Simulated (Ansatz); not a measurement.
Ti₂C

Input

```
crystal:
  lattice:
    - [1.540698181, 0.8895225095, 4.8137698526]
    - [-1.540698181, 0.8895225095, 4.8137698526]
    - [0.0, -1.779045019, 4.8137698526]
  atoms:
    - { symbol: Ti, position: [0.24549783, 0.24549783, 0.24549783] }
    - { symbol: Ti, position: [0.75450217, 0.75450217, 0.75450217] }
    - { symbol: C, position: [0.5, 0.5, 0.5] }
basis:
  ecutwfc: 500
kpoints:
  mp_grid: { grid: [18, 18, 18] }
hamiltonian:
  xc: r2scan
  dispersion: rvv10
scf:
  occupations: { method: gaussian, width: 0.1 }
output:
  forces: true
  stress: true
  eigenvalues: true
  write_density: true
  write_potential: true
  elf: true
  volumetric_format: npy
relax:
  adjacent_minimum: "off"
  f_tol: 0.01
  max_steps: 60
  cell: { stress_tol: 0.05 }
```

Launched as:

```sh
ansatz run input.yaml --threads 1 --pin off --max-ram 2560MiB --backend cpu --events-out ev --progress --plain --runs-dir out
```

Below, planes, directions and counts refer to the conventional cell (a = 3.07 Å, b = 3.07 Å, c = 14.40 Å, α = 90.00°, β = 90.00°, γ = 120.00°).

The fields are those of the run's last geometry, not of the input's.

Space group R-3m; a structure from a database of computed crystals, not necessarily the ambient phase; computed without spin polarisation.

The calculation used DFT r2SCAN+rVV10, scalar-relativistic, plane waves, PAW (Ansatz).

What will maps of the valence pseudo-density and electron localisation function show?

Answer. Ti–C (2.11 Å): ρ is about 0.56 e/Å³ halfway; the ELF peaks at about 0.80 in the valence shell of C, 0.7 Å from its nucleus, and is about 0.25 at the midpoint.
Ti–Ti (2.88 Å): ρ is about 0.23 e/Å³ halfway; the ELF is about 0.20 at the midpoint (no localised pair shows between them).
The ELF has a maximum of about 0.80 in the space between the atoms, 2.2 Å from six Ti atoms, on no atom or two-centre bond.

Does the calculation give a band gap?

Answer. It is gapless in this calculation (a metal or semimetal).

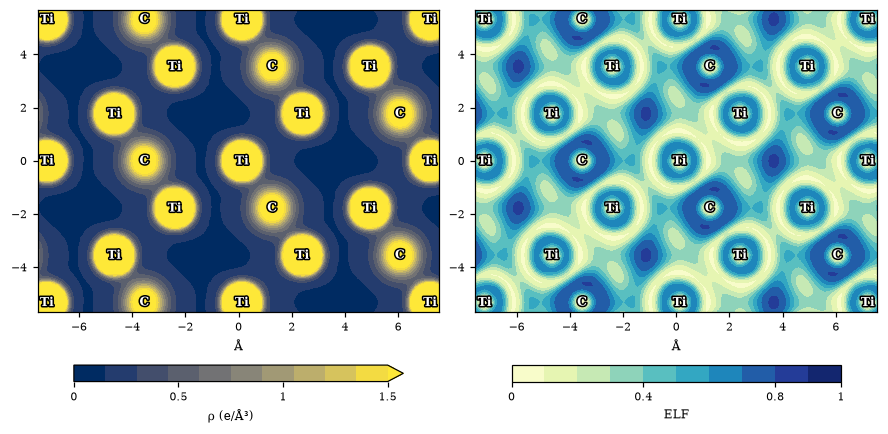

Computed valence pseudo-density and electron localisation function on the (110) plane of the conventional cell, in this order. 

In a PAW calculation such maps are meaningful between the atoms, not at the nuclei.
